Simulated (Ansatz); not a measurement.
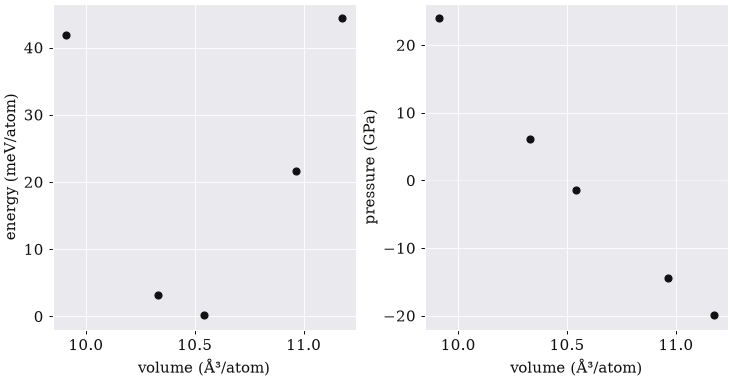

The figure shows the energy and pressure against volume for WC, space group Fm-3m (No. 225).

The given structure:
```
W C
1.0
     0.00000    2.19268    2.19268
     2.19268    0.00000    2.19268
     2.19268    2.19268    0.00000
W C
1 1
Direct
  0.00000 0.00000 0.00000
  0.50000 0.50000 0.50000
```

How it was computed, with Ansatz 0.2.0: plane-wave DFT, no spin polarisation; energies at scaled volumes of the given cell, shape and fractions fixed, counted from the fit's minimum, third-order Birch-Murnaghan fit. Level: PBE.

- k mesh: 10×10×10
- occupations: Fermi–Dirac
- smearing width: 0.05 eV
- potentials: Ansatz PAW
- wave cutoff: 420 eV
- density cutoff: 1680 eV

The points at volume 10.12 Å³/atom and 10.75 Å³/atom are left out of the plot. What values does the calculation give there?

```
volume (Å³/atom)  energy (meV/atom)  pressure (GPa)
           10.12              16.61           14.53
           10.75               6.73           -8.29
```
